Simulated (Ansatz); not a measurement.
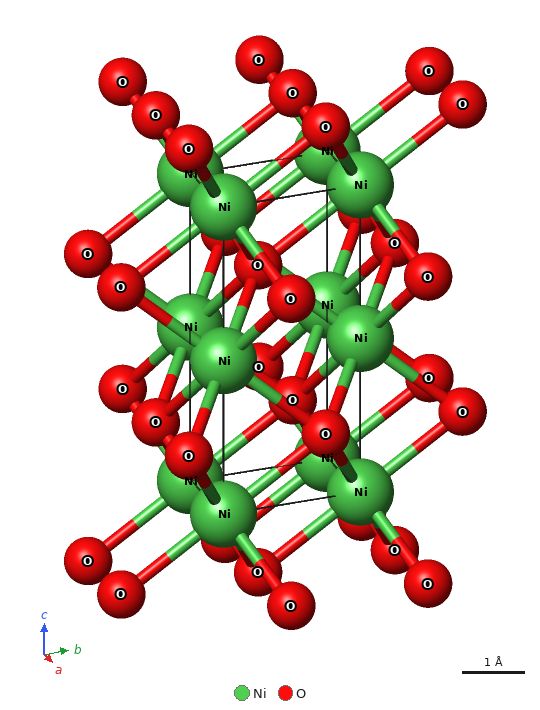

A ball-and-stick rendering, viewed slightly off an axis. Thin lines show the conventional unit cell, with boundary atoms drawn in all their periodic places. Every bond is drawn to its end, so some atoms lie outside the box.

NiO, nickel arsenide (NiAs) type, space group P6_3/mmc (No. 194), a = 2.913 Å, b = 2.913 Å, c = 5.055 Å, α = 90.00°, β = 90.00°, γ = 120.00°. It goes back to a structure type filled with these elements by a generator (whether the compound takes this form wasn't checked). Earlier steps of the study, as a rule a relaxation of our own, may have changed the cell and positions, so they can lie some per cent off the listed ones. It was run through Ansatz as a DFT input.

This one geometry was computed with Ansatz (DFT, plane waves, PAW) at five levels of theory: LDA, PBEsol, HSE06, r2SCAN and PBE with spin-orbit coupling.

> Which level gives the highest pressure at this volume, and what does that say about its equilibrium volume?

Highest: PBE with spin-orbit coupling (0.0 GPa), which points to the largest equilibrium volume. Lowest, with the smallest volume: LDA (-19.3 GPa). Levels within 0.5 GPa of each other can't be told apart.

> How does the band gap change with the level of theory?

LDA: a gap of 0.23 eV on the k-mesh; PBEsol: a gap of 0.52 eV on the k-mesh; PBE with spin-orbit coupling: a gap of 0.76 eV on the k-mesh; r2SCAN: a gap of 2.22 eV on the k-mesh; HSE06: a gap of 4.29 eV on the k-mesh.

> Collect the results in a table.

| level | cutoff (eV) | k-mesh of the run's cell | gap (eV) | pressure (GPa) | absolute moment (μB/atom) |
| --- | --- | --- | --- | --- | --- |
| LDA | 420 | 12×12×8 | 0.23 | -19.3 | 0.63 |
| PBEsol | 420 | 12×12×8 | 0.52 | -10.4 | 0.70 |
| HSE06 | 420 | 6×6×4 | 4.29 | -2.4 | 0.91 |
| r2SCAN | 500 | 12×12×8 | 2.22 | -4.3 | 0.85 |
| PBE with spin-orbit coupling | 420 | 12×12×8 | 0.76 | 0.0 | 0.73 |

Gaps are taken on the k-mesh or band path of each run.
